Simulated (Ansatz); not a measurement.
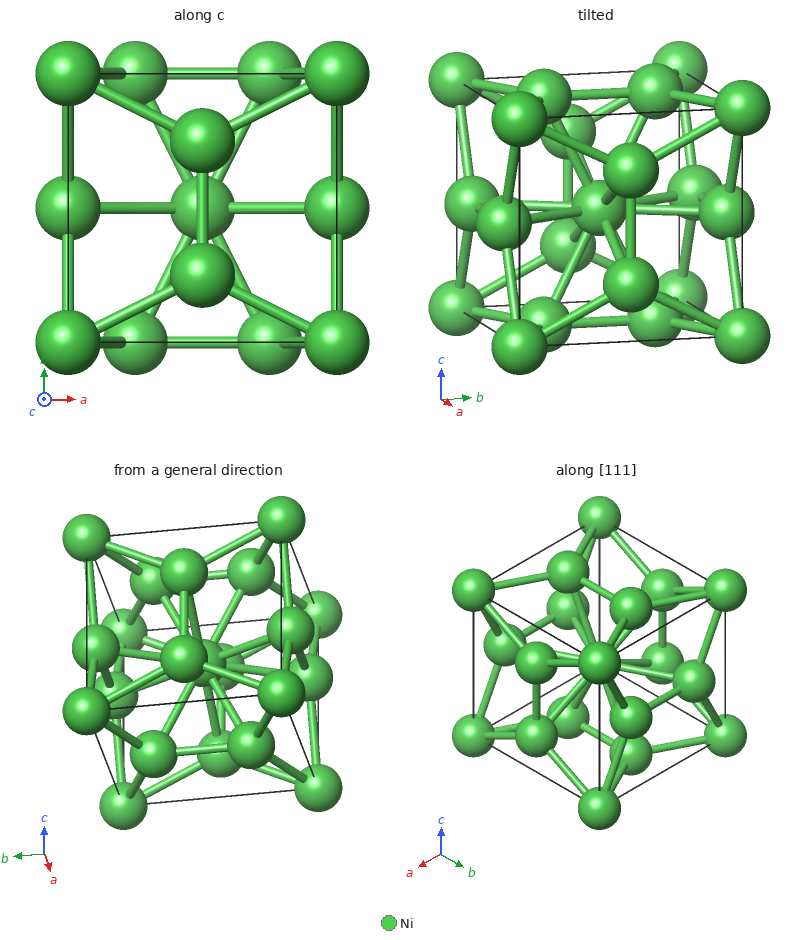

An orthographic ball-and-stick view of the structure, along the c axis, slightly off an axis, from a general direction and along [111]. The conventional unit cell is drawn as a box.

Give the number of atoms in the outlined cell.

8 (nickel), counting shared atoms by their share.

To which lattice type does it belong?

Primitive cubic.

Which of the 230 space groups is it?

Pm-3n (No. 223), with Ni on 2a and Ni on 6c.

Structure type?

Β-tungsten (A15) type.

The cell started as a textbook structure type filled with this element (whether it is the usual form wasn't checked). What is shown is the relaxed result from DFT PBE, scalar-relativistic, plane waves, PAW in Ansatz 0.2.0.
